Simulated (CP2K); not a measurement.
## Electronic structure of HgTe in real space

Input

```
&GLOBAL
  PROJECT hgte_scf
  RUN_TYPE ENERGY_FORCE
  PRINT_LEVEL LOW
&END GLOBAL
&FORCE_EVAL
  METHOD QS
  STRESS_TENSOR ANALYTICAL
  &DFT
    BASIS_SET_FILE_NAME BASIS_MOLOPT_UZH
    POTENTIAL_FILE_NAME POTENTIAL_UZH
    &MGRID
      CUTOFF 450
      REL_CUTOFF 60
      NGRIDS 4
    &END MGRID
    &QS
      METHOD GPW
      EPS_DEFAULT 1.0E-10
    &END QS
    &KPOINTS
      SCHEME MONKHORST-PACK 7 7 7
      GAMMA_CENTERED T
      SYMMETRY T
      SYMMETRY_BACKEND SPGLIB
    &END KPOINTS
    &SCF
      SCF_GUESS ATOMIC
      EPS_SCF 1.0E-6
      MAX_SCF 100
      ADDED_MOS 10
      CHOLESKY OFF
      EPS_EIGVAL 1.0E-7
      &DIAGONALIZATION ON
        ALGORITHM STANDARD
      &END DIAGONALIZATION
      &MIXING ON
        METHOD BROYDEN_MIXING
        ALPHA 0.4
        BETA 1.5
        NBUFFER 8
      &END MIXING
      &SMEAR ON
        METHOD FERMI_DIRAC
        ELECTRONIC_TEMPERATURE [K] 580.226
      &END SMEAR
    &END SCF
    &XC
      &XC_FUNCTIONAL
        &GGA_X_PBE_SOL
        &END GGA_X_PBE_SOL
        &GGA_C_PBE_SOL
        &END GGA_C_PBE_SOL
      &END XC_FUNCTIONAL
    &END XC
    &PRINT
      &KPOINTS ON
      &END KPOINTS
      &MULLIKEN ON
      &END MULLIKEN
      &MO ON
        ENERGIES T
        OCCUPATION_NUMBERS T
        &EACH
          QS_SCF 0
        &END EACH
        ADD_LAST NUMERIC
      &END MO
      &LOWDIN ON
      &END LOWDIN
      &HIRSHFELD ON
        SHAPE_FUNCTION DENSITY
      &END HIRSHFELD
      &E_DENSITY_CUBE ON
        STRIDE 1
      &END E_DENSITY_CUBE
      &V_HARTREE_CUBE ON
        STRIDE 1
      &END V_HARTREE_CUBE
      &ELF_CUBE ON
        STRIDE 1
      &END ELF_CUBE
    &END PRINT
  &END DFT
  &SUBSYS
    &CELL
      ABC 4.5459894962 4.5459894962 4.5459894962
      ALPHA_BETA_GAMMA 60.0000000000 60.0000000002 60.0000000003
      PERIODIC XYZ
    &END CELL
    &COORD
      SCALED
      Hg  0.0000000000 0.0000000000 0.0000000000
      Te  0.7500000000 0.7500000000 0.7500000000
    &END COORD
    &KIND Hg
      BASIS_SET TZVP-MOLOPT-PBE-GTH-q12
      POTENTIAL GTH-PBE-q12
    &END KIND
    &KIND Te
      BASIS_SET TZVP-MOLOPT-PBE-GTH-q6
      POTENTIAL GTH-PBE-q6
    &END KIND
    &PRINT
      &ATOMIC_COORDINATES ON
      &END ATOMIC_COORDINATES
      &CELL ON
      &END CELL
    &END PRINT
  &END SUBSYS
  &PRINT
    &FORCES ON
    &END FORCES
    &STRESS_TENSOR ON
    &END STRESS_TENSOR
  &END PRINT
&END FORCE_EVAL
```

Launched as:

```sh
OMP_NUM_THREADS=1 cp2k.psmp -i hgte_scf.inp -o hgte_scf.out
```

Below, planes, directions and counts refer to the conventional cell (a = 6.43 Å, b = 6.43 Å, c = 6.43 Å, α = 90.00°, β = 90.00°, γ = 90.00°).

Space group F-43m; computed pressure about 3 GPa in this cell.

Level of theory: CP2K 2026.2, Kohn-Sham DFT of a periodic cell, PBEsol, GTH-PBE with UZH-TZVP basis.

The density is the valence pseudo-density of a pseudopotential calculation; it isn't the true density close to the nuclei.

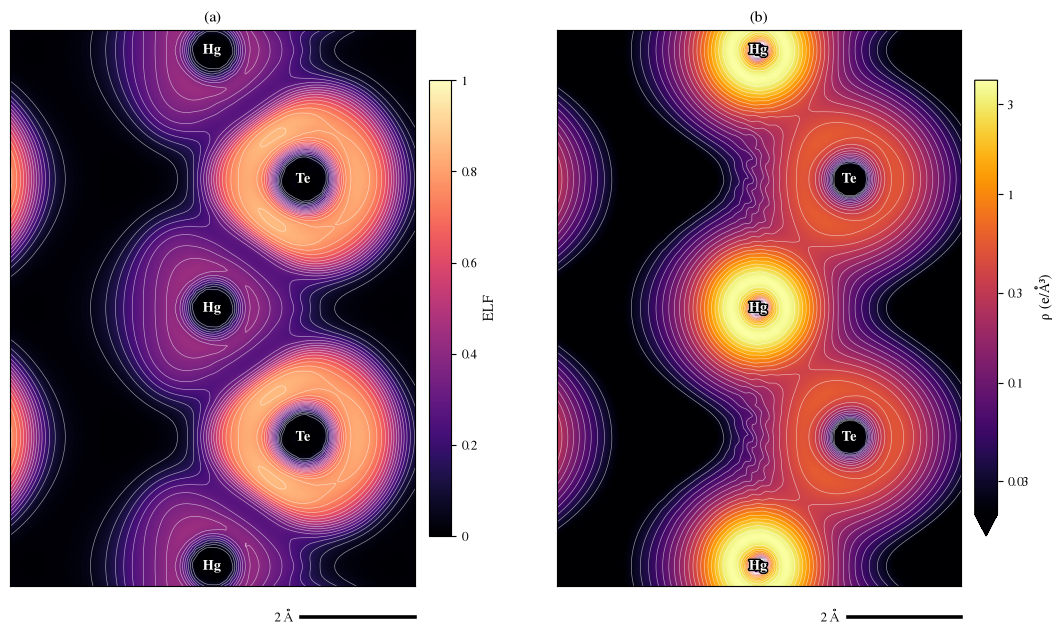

Figure 1. (a) electron localisation function; (b) valence electron density on the (11̄0) plane of the conventional cell.

### What does the map show?

The plane passes through Hg and Te nuclei. Hg–Te (2.78 Å): the density is about 0.37 e/Å³ at the midpoint; the ELF is about 0.45 at the midpoint and 0.25 at its lowest between the atoms. Between the atoms the lowest density in this plane is 0.008 e/Å³.

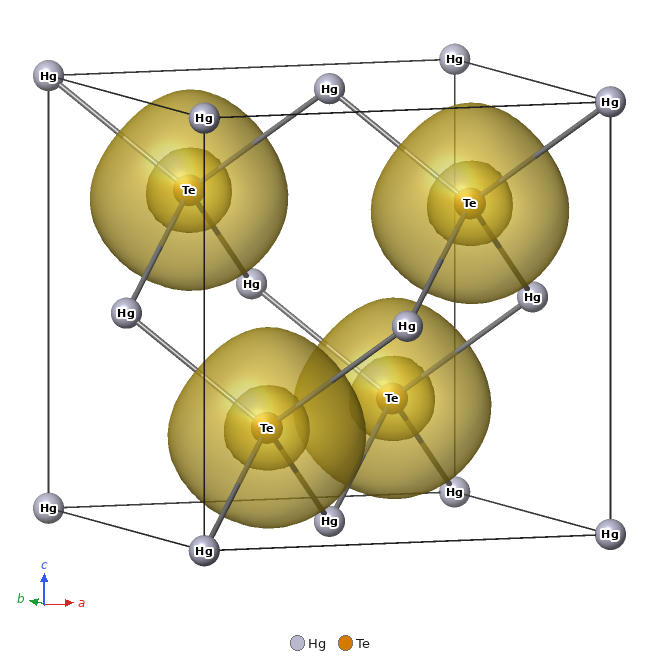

Figure 2. Isosurface of the ELF at 0.6 (yellow), seen slightly off an axis. Only the valence region is drawn (cores and ρ < 0.01 e/Å³ removed). Sticks mark near contacts.

### What do the ELF domains correspond to?

The surface consists of four regions wrapped around Te (the valence shell of each), counted in one cell of 8 atoms. Regions shared between cells count once.
